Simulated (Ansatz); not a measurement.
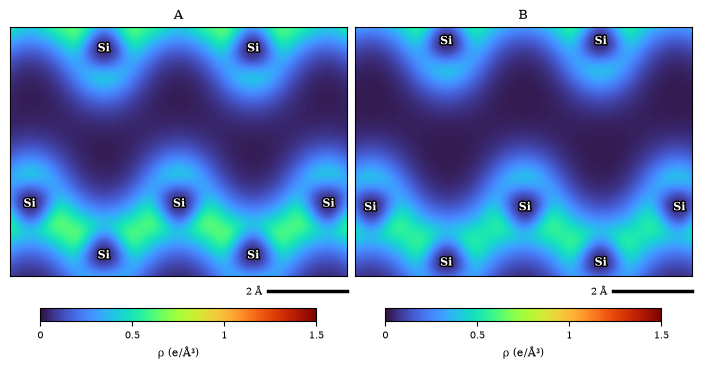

Si. The valence pseudo-density of two cells that differ in size and shape, on the (101̄) plane of each (indices in the axes of the calculation cell), at one length scale and on one colour scale; one has 18.9 and the other 21.6 Å³ an atom.

Theory: DFT PBE, scalar-relativistic, plane waves, PAW in Ansatz 0.2.0.

In a PAW calculation such maps are meaningful between the atoms, not at the nuclei.

The larger cell:

```cif
data_structure
_symmetry_space_group_name_H-M 'P 1'
_symmetry_Int_Tables_number 1
_cell_length_a 3.9197
_cell_length_b 3.9197
_cell_length_c 3.9710
_cell_angle_alpha 59.566
_cell_angle_beta 59.566
_cell_angle_gamma 60.868
_cell_volume 43.13
loop_
_atom_site_label
_atom_site_type_symbol
_atom_site_fract_x
_atom_site_fract_y
_atom_site_fract_z
_atom_site_occupancy
Si1 Si 0.50439 0.49561 0.49561 1
Si2 Si 0.74561 0.75439 0.75439 1
```

The smaller cell: a = 3.791 Å, b = 3.791 Å, c = 3.713 Å, α = 60.68°, β = 60.68°, γ = 58.64°.

> Which panel shows the smaller cell, and what does the compression change?

Panel A is the smaller cell, by 13 % in volume. From the larger cell to the smaller, Si–Si goes from 2.38 to 2.32 Å, and the density at its midpoint from 0.55 to 0.6 e/Å³; the pressure goes from −4.1 to 9 GPa.
